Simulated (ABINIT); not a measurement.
**Geometry relaxation of AlNi (part 3 of 3)**

AlNi (2 atoms in the cell); Kohn-Sham DFT of a periodic cell, LDA, PseudoDojo NC SR LDA v0.4.1 standard (ABINIT 10.8.3); cutoff 1333.36 eV, 8×8×7 k-mesh, fermi-dirac of 0.05 eV, collinear spins. The structure derives from a Materials Project entry. The run did not end well.

Geometry of the input (Å; fractional positions):
```
1.9387  -1.9532  0.0000
1.9387  1.9532  0.0000
0.0000  0.0000  3.0994
Ni 0.5000  0.5000  0.5000
Al 0.0000  0.0000  0.0000
```

## Log, continued
```
     iter   Etot(hartree)      deltaE(h)  residm     vres2   difmagsph maxmagsph
 ETOT  1  -169.75735514098    -1.698E+02 6.612E+03 3.288E+03 3.804E-08 3.804E-08
 ETOT  2  -166.06884139732     3.689E+00 1.027E-01 3.694E+04 2.949E-06 2.987E-06
 ETOT  3  -170.04304981108    -3.974E+00 5.352E-01 3.252E+02 3.540E-06 9.417E-07
 ETOT  4  -170.07941480524    -3.636E-02 1.429E+00 2.023E+01 6.475E-07 7.531E-07
 ETOT  5  -170.07943834123    -2.354E-05 2.296E-03 1.855E+01 5.840E-07 2.093E-07
 ETOT  6  -170.08075456244    -1.316E-03 2.297E-02 5.964E-01 1.855E-06 1.686E-06
 ETOT  7  -170.08078828802    -3.373E-05 5.576E-02 9.077E-03 9.223E-08 1.643E-06
 ETOT  8  -170.08078924323    -9.552E-07 2.835E-04 1.313E-03 6.629E-07 9.801E-07
 ETOT  9  -170.08078936510    -1.219E-07 9.421E-04 3.953E-06 5.278E-07 4.523E-07
 ETOT 10  -170.08078936554    -4.466E-10 2.167E-04 1.942E-07 1.621E-07 2.902E-07
 ETOT 11  -170.08078936556    -1.558E-11 4.725E-04 3.421E-10 9.266E-08 1.976E-07
 ETOT 12  -170.08078936555     4.690E-12 1.493E-04 2.375E-10 6.290E-08 1.347E-07
 ETOT 13  -170.08078936556    -3.467E-12 3.246E-04 2.184E-12 4.762E-08 8.706E-08
 ETOT 14  -170.08078936556    -1.108E-12 9.603E-05 1.240E-14 2.863E-08 5.843E-08

 At SCF step   14       vres2   =  1.24E-14 < tolvrs=  1.00E-12 =>converged.

 Cartesian components of stress tensor (hartree/bohr^3)
  sigma(1 1)= -1.15033284E-04  sigma(3 2)=  0.00000000E+00
  sigma(2 2)= -9.55398656E-05  sigma(3 1)=  0.00000000E+00
  sigma(3 3)=  7.78896463E-05  sigma(2 1)=  0.00000000E+00

--- !ResultsGS
iteration_state: {dtset: 1, itime: 3, icycle: 1, }
comment   : Summary of ground state results
lattice_vectors:
- [  3.6464815,  -3.6558347,   0.0000000, ]
- [  3.6464815,   3.6558347,   0.0000000, ]
- [  0.0000000,   0.0000000,   5.7106332, ]
lattice_lengths: [   5.16352,    5.16352,    5.71063, ]
lattice_angles: [ 90.000,  90.000,  90.147, ] # degrees, (23, 13, 12)
lattice_volume:   1.5225615E+02
convergence: {deltae: -1.108E-12, res2:  1.240E-14, residm:  9.603E-05, diffor: null, }
etotal    :  -1.70080789E+02
entropy   :   0.00000000E+00
fermie    :   4.12598785E-01
cartesian_stress_tensor: # hartree/bohr^3
- [ -1.15033284E-04,   0.00000000E+00,   0.00000000E+00, ]
- [  0.00000000E+00,  -9.55398656E-05,   0.00000000E+00, ]
- [  0.00000000E+00,   0.00000000E+00,   7.78896463E-05, ]
pressure_GPa:   1.3012E+00
xred      :
- [  5.0000E-01,   5.0000E-01,   5.0000E-01, Ni]
- [  0.0000E+00,   0.0000E+00,   0.0000E+00, Al]
cartesian_forces: # hartree/bohr
- [ -0.00000000E+00,  -0.00000000E+00,  -0.00000000E+00, ]
- [ -0.00000000E+00,  -0.00000000E+00,  -0.00000000E+00, ]
force_length_stats: {min:   0.00000000E+00, max:   0.00000000E+00, mean:   0.00000000E+00, }
...

 Integrated electronic and magnetization densities in atomic spheres:
 ------------------------------------------------------------------------------------------------------------
 Radius=ratsph(iatom), smearing ratsm=  0.0000. Diff(up-dn)=approximate z local magnetic moment.
    Atom    Radius    up_density   dn_density  Total(up+dn)  Diff(up-dn)
    1 Ni   2.00000     8.254479     8.254479     16.508957     0.000000
    2 Al   2.00000     0.513534     0.513534      1.027067     0.000000
 ------------------------------------------------------------------------------------------------------------
  Sum:                 8.768012     8.768012     17.536025     0.000000
 Total magnetization (from the atomic spheres):                0.000000
 Total magnetization (exact up - dn):                          0.000000

---OUTPUT-----------------------------------------------------------------------

 Cartesian coordinates (xcart) [bohr]
  3.64648150099377E+00 -2.60254624558493E-16  2.85531659035191E+00
  0.00000000000000E+00  0.00000000000000E+00  0.00000000000000E+00
 Reduced coordinates (xred)
  5.00000000000000E-01  5.00000000000000E-01  5.00000000000000E-01
  0.00000000000000E+00  0.00000000000000E+00  0.00000000000000E+00
 Cartesian forces (fcart) [Ha/bohr]; max,rms= 0.00000E+00 0.00000E+00 (free atoms)
 -0.00000000000000E+00 -0.00000000000000E+00 -0.00000000000000E+00
 -0.00000000000000E+00 -0.00000000000000E+00 -0.00000000000000E+00
 Gradient of E wrt nuclear positions in reduced coordinates (gred)
 -0.00000000000000E+00  0.00000000000000E+00  0.00000000000000E+00
 -0.00000000000000E+00  0.00000000000000E+00  0.00000000000000E+00
 Scale of Primitive Cell (acell) [bohr]
  5.16352156774846E+00  5.16352156774846E+00  5.71063318070383E+00
 Real space primitive translations (rprimd) [bohr]
  3.64648150099378E+00 -3.65583473963385E+00  0.00000000000000E+00
  3.64648150099378E+00  3.65583473963384E+00  0.00000000000000E+00
  0.00000000000000E+00  0.00000000000000E+00  5.71063318070383E+00
 Unitary Cell Volume (ucvol) [Bohr^3]=  1.52256145190926E+02
 Angles (23,13,12)= [degrees]
  9.00000000000000E+01  9.00000000000000E+01  9.01467755676773E+01
 Lengths [Bohr]
  5.16352156774846E+00  5.16352156774846E+00  5.71063318070383E+00
 Stress tensor in cartesian coordinates (strten) [Ha/bohr^3]
 -1.15033284097614E-04  0.00000000000000E+00  0.00000000000000E+00
  0.00000000000000E+00 -9.55398656127468E-05  0.00000000000000E+00
  0.00000000000000E+00  0.00000000000000E+00  7.78896462818243E-05
 Total energy (etotal) [Ha]= -1.70080789365559E+02

 Difference of energy with previous step (new-old):
           Absolute (Ha)=-3.35924E-04
           Relative     =-1.97509E-06

--- Iteration: ( 4/50) Internal Cycle: (1/1)
--------------------------------------------------------------------------------

---SELF-CONSISTENT-FIELD CONVERGENCE--------------------------------------------

--- !BeginCycle
iteration_state: {dtset: 1, itime: 4, icycle: 1, }
solver: {iscf: 7, nstep: 80, nline: 4, wfoptalg: 0, }
tolerances: {tolvrs: 1.00E-12, }
...

     iter   Etot(hartree)      deltaE(h)  residm     vres2   difmagsph maxmagsph
 ETOT  1  -170.06219338887    -1.701E+02 1.415E+01 1.831E+02 1.537E-08 1.537E-08
 ETOT  2  -169.86656187848     1.956E-01 2.884E-04 1.915E+03 4.179E-07 4.332E-07
 ETOT  3  -170.08010206239    -2.135E-01 2.257E-03 7.092E+00 7.694E-07 1.203E-06
 ETOT  4  -170.08094003324    -8.380E-04 1.506E-04 1.680E-01 9.953E-07 2.073E-07
 ETOT  5  -170.08095496090    -1.493E-05 1.925E-04 6.736E-03 8.475E-08 1.373E-07
 ETOT  6  -170.08095573644    -7.755E-07 9.934E-05 3.946E-06 1.511E-08 1.524E-07
 ETOT  7  -170.08095573738    -9.335E-10 1.368E-04 4.808E-08 3.865E-08 1.137E-07
 ETOT  8  -170.08095573739    -1.614E-11 7.282E-05 2.431E-09 3.218E-08 8.156E-08
 ETOT  9  -170.08095573739     2.444E-12 9.277E-05 2.588E-11 2.747E-08 5.409E-08
 ETOT 10  -170.08095573739    -1.450E-12 5.142E-05 2.853E-12 1.820E-08 3.589E-08
 ETOT 11  -170.08095573739    -6.821E-13 6.159E-05 4.976E-14 9.310E-09 2.658E-08

 At SCF step   11       vres2   =  4.98E-14 < tolvrs=  1.00E-12 =>converged.

 Cartesian components of stress tensor (hartree/bohr^3)
  sigma(1 1)= -1.42713929E-04  sigma(3 2)=  0.00000000E+00
  sigma(2 2)= -1.36900841E-04  sigma(3 1)=  0.00000000E+00
  sigma(3 3)=  5.99389072E-05  sigma(2 1)=  0.00000000E+00

--- !ResultsGS
iteration_state: {dtset: 1, itime: 4, icycle: 1, }
comment   : Summary of ground state results
lattice_vectors:
- [  3.6569945,  -3.6597929,   0.0000000, ]
- [  3.6569945,   3.6597929,   0.0000000, ]
- [  0.0000000,   0.0000000,   5.6608990, ]
lattice_lengths: [   5.17375,    5.17375,    5.66090, ]
lattice_angles: [ 90.000,  90.000,  90.044, ] # degrees, (23, 13, 12)
lattice_volume:   1.5152916E+02
convergence: {deltae: -6.821E-13, res2:  4.976E-14, residm:  6.159E-05, diffor: null, }
etotal    :  -1.70080956E+02
entropy   :   0.00000000E+00
fermie    :   4.15158395E-01
cartesian_stress_tensor: # hartree/bohr^3
- [ -1.42713929E-04,   0.00000000E+00,   0.00000000E+00, ]
- [  0.00000000E+00,  -1.36900841E-04,   0.00000000E+00, ]
- [  0.00000000E+00,   0.00000000E+00,   5.99389072E-05, ]
pressure_GPa:   2.1544E+00
xred      :
- [  5.0000E-01,   5.0000E-01,   5.0000E-01, Ni]
- [  0.0000E+00,   0.0000E+00,   0.0000E+00, Al]
cartesian_forces: # hartree/bohr
- [ -0.00000000E+00,  -0.00000000E+00,  -0.00000000E+00, ]
- [ -0.00000000E+00,  -0.00000000E+00,  -0.00000000E+00, ]
force_length_stats: {min:   0.00000000E+00, max:   0.00000000E+00, mean:   0.00000000E+00, }
...

 Integrated electronic and magnetization densities in atomic spheres:
 ------------------------------------------------------------------------------------------------------------
 Radius=ratsph(iatom), smearing ratsm=  0.0000. Diff(up-dn)=approximate z local magnetic moment.
    Atom    Radius    up_density   dn_density  Total(up+dn)  Diff(up-dn)
    1 Ni   2.00000     8.254387     8.254387     16.508774     0.000000
    2 Al   2.00000     0.513784     0.513784      1.027568     0.000000
 ------------------------------------------------------------------------------------------------------------
  Sum:                 8.768171     8.768171     17.536342     0.000000
 Total magnetization (from the atomic spheres):                0.000000
 Total magnetization (exact up - dn):                          0.000000

---OUTPUT-----------------------------------------------------------------------

 Cartesian coordinates (xcart) [bohr]
  3.65699450079269E+00 -3.77705795595831E-17  2.83044950450685E+00
  0.00000000000000E+00  0.00000000000000E+00  0.00000000000000E+00
 Reduced coordinates (xred)
  5.00000000000000E-01  5.00000000000000E-01  5.00000000000000E-01
  0.00000000000000E+00  0.00000000000000E+00  0.00000000000000E+00
 Cartesian forces (fcart) [Ha/bohr]; max,rms= 0.00000E+00 0.00000E+00 (free atoms)
 -0.00000000000000E+00 -0.00000000000000E+00 -0.00000000000000E+00
 -0.00000000000000E+00 -0.00000000000000E+00 -0.00000000000000E+00
 Gradient of E wrt nuclear positions in reduced coordinates (gred)
 -0.00000000000000E+00  0.00000000000000E+00  0.00000000000000E+00
 -0.00000000000000E+00  0.00000000000000E+00  0.00000000000000E+00
 Scale of Primitive Cell (acell) [bohr]
  5.17375034049504E+00  5.17375034049504E+00  5.66089900901370E+00
 Real space primitive translations (rprimd) [bohr]
  3.65699450079269E+00 -3.65979286393979E+00  0.00000000000000E+00
  3.65699450079269E+00  3.65979286393979E+00  0.00000000000000E+00
  0.00000000000000E+00  0.00000000000000E+00  5.66089900901370E+00
 Unitary Cell Volume (ucvol) [Bohr^3]=  1.51529160102810E+02
 Angles (23,13,12)= [degrees]
  9.00000000000000E+01  9.00000000000000E+01  9.00438264451497E+01
 Lengths [Bohr]
  5.17375034049504E+00  5.17375034049504E+00  5.66089900901370E+00
 Stress tensor in cartesian coordinates (strten) [Ha/bohr^3]
 -1.42713928873460E-04  0.00000000000000E+00  0.00000000000000E+00
  0.00000000000000E+00 -1.36900841111363E-04  0.00000000000000E+00
  0.00000000000000E+00  0.00000000000000E+00  5.99389072249885E-05
 Total energy (etotal) [Ha]= -1.70080955737391E+02

 Difference of energy with previous step (new-old):
           Absolute (Ha)=-1.66372E-04
           Relative     =-9.78192E-07

--- !ERROR
message: |
    Current rprimd gives negative (R1 x R2) . R3 .
    Rprimd =    5.009954E+00   -4.288022E+00    0.000000E+00
                5.009954E+00    4.288022E+00    0.000000E+00
                0.000000E+00    0.000000E+00   -1.071038E-01
    Action: if the cell size and shape are fixed (optcell==0),
            exchange two of the input rprim vectors;
            if you are optimizing the cell size and shape (optcell/=0),
            maybe the move was too large, and you might try to decrease strprecon.
...

--- !ERROR
message: |
    Current rprimd gives negative (R1 x R2) . R3 .
    Rprimd =    5.009954E+00   -4.288022E+00    0.000000E+00
                5.009954E+00    4.288022E+00    0.000000E+00
                0.000000E+00    0.000000E+00   -1.071038E-01
    Action: if the cell size and shape are fixed (optcell==0),
            exchange two of the input rprim vectors;
            if you are optimizing the cell size and shape (optcell/=0),
            maybe the move was too large, and you might try to decrease strprecon.
...
```

## Trajectory as extended XYZ (Å, eV, eV/Å), 4 frames, from step=0 to step=3
```
2
Lattice="1.9387 -1.9532 0.0000 1.9387 1.9532 0.0000 0.0000 0.0000 3.0994" Properties=species:S:1:pos:R:3:forces:R:3 step=0 energy=-4628.11212
Ni    1.9387    0.0000    1.5497    0.0000   0.0000   0.0000
Al    0.0000    0.0000    0.0000    0.0000   0.0000   0.0000
2
Lattice="1.9326 -1.9440 0.0000 1.9326 1.9440 0.0000 0.0000 0.0000 3.0716" Properties=species:S:1:pos:R:3:forces:R:3 step=1 energy=-4628.12491
Ni    1.9326    0.0000    1.5358    0.0000   0.0000   0.0000
Al    0.0000    0.0000    0.0000    0.0000   0.0000   0.0000
2
Lattice="1.9296 -1.9346 0.0000 1.9296 1.9346 0.0000 0.0000 0.0000 3.0219" Properties=species:S:1:pos:R:3:forces:R:3 step=2 energy=-4628.13405
Ni    1.9296    0.0000    1.5110    0.0000   0.0000   0.0000
Al    0.0000    0.0000    0.0000    0.0000   0.0000   0.0000
2
Lattice="1.9352 -1.9367 0.0000 1.9352 1.9367 0.0000 0.0000 0.0000 2.9956" Properties=species:S:1:pos:R:3:forces:R:3 step=3 energy=-4628.13858
Ni    1.9352    0.0000    1.4978    0.0000   0.0000   0.0000
Al    0.0000    0.0000    0.0000    0.0000   0.0000   0.0000
```

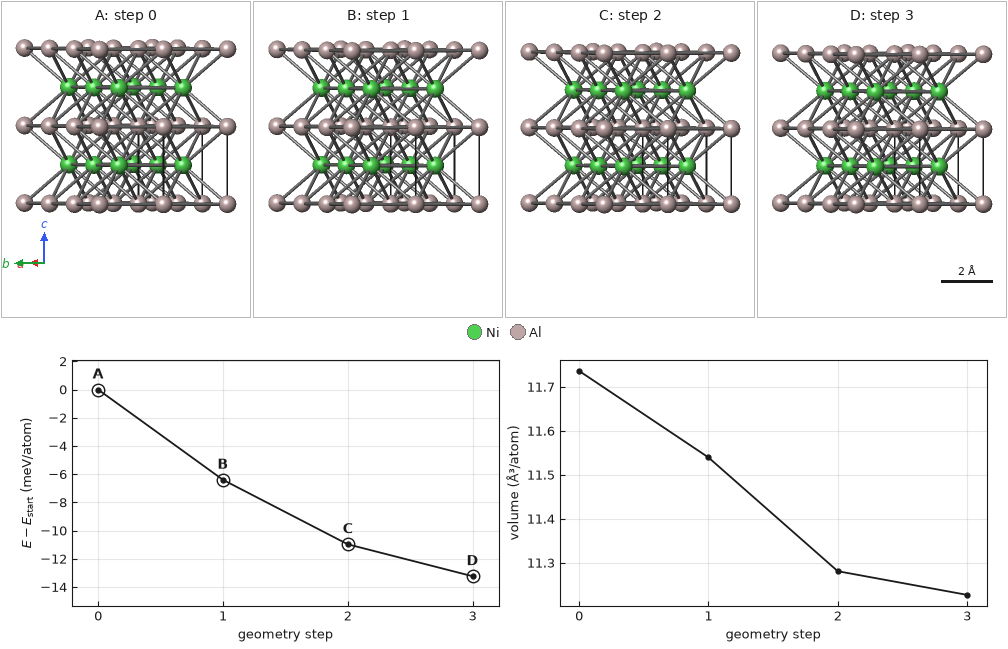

*Frames of the relaxation (ball-and-stick view of the cell of the calculation, repeated 3 × 2 × 2, seen at an oblique angle) above the curves, on which the letters mark them (steps are counted from 0).*

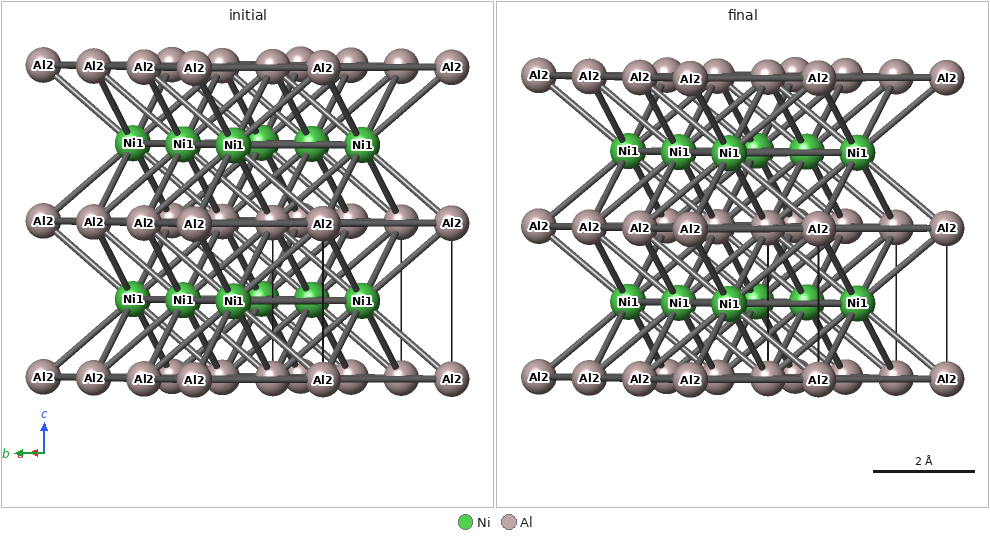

*Before (left) and after (right) the relaxation, at one scale (ball-and-stick view of the cell of the calculation, repeated 3 × 2 × 2, seen at an oblique angle).*

The run failed before the relaxation converged. No atom moves by more than 0.005 Å relative to the cell. Cell: a = b 2.752 → 2.738 Å (−0.5 %), c 3.099 → 2.996 Å (−3.3 %), γ 90.4° → 90.0°. Volume −4.3 %. Among the contacts that change: Ni1–Al2 2.493 → 2.448 Å, Ni1–Ni1 2.752 → 2.738 Å, Al2–Al2 2.752 → 2.738 Å. The space group (tolerance 0.01 Å) goes from Cmmm (No. 65) to P4/mmm (No. 123). The energy falls by 13.2 meV per atom in 3 geometry steps. All forces vanish by symmetry, so only the cell relaxes. (Atoms are counted from 1 in the order of the input.)

## Outcome

| quantity | value |
| --- | --- |
| outcome | ended with an error |
| space group (tolerance 0.01 Å) | Cmmm (65) → P4/mmm (123) |
| electrons treated | 21 |
| free energy | −4628.1386 eV |
| gap on the k-point mesh | none (metallic) |
| net moment of the cell | 0.00 μB |
| pressure | 2.15 GPa |
| final volume | 22.45 Å³ |
| largest force (length of the vector) at the end | under 0.001 eV/Å |
| final cell | a = 2.738 Å, b = 2.738 Å, c = 2.996 Å, α = 90.00°, β = 90.00°, γ = 90.04° |
| wall time | 4.4 min (CPU time 13 min) |
| peak memory | 0.44 GiB |

## Diagnosis

The run ended with an error.
